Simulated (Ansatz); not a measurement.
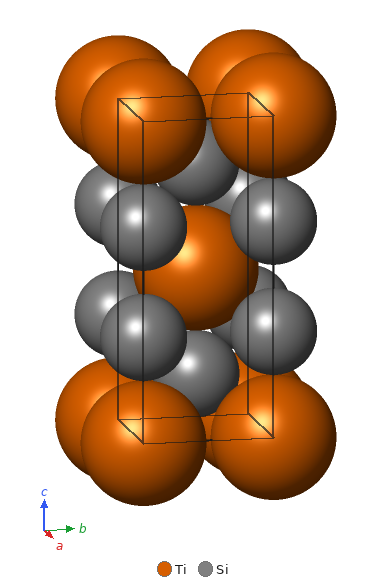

Space-filling representation of a periodic structure, projected slightly off an axis. The lines enclose the conventional unit cell; boundary atoms appear with their images.

TiSi₂, space group Immm (No. 71), a = 2.95 Å, b = 3.39 Å, c = 8.36 Å, α = 90.00°, β = 90.00°, γ = 90.00°.

Setup: Ansatz 0.2.0, DFT r2SCAN, scalar-relativistic, plane waves, PAW; a plane-wave cutoff of 500 eV, k-points about 0.18 Å⁻¹ apart, Gaussian smearing of 0.15 eV, no spin polarisation.

Classify it as metallic or gapped, with the value.

Answer. A metal: bands cross the Fermi level.

How far is the cell from zero pressure?

Answer. The computed pressure is 0.0 GPa, close to zero.

Origin of the cell: a structure listed in the Materials Project. Earlier steps of the study may have refined or changed the cell and positions. It went into a calculation with Ansatz.
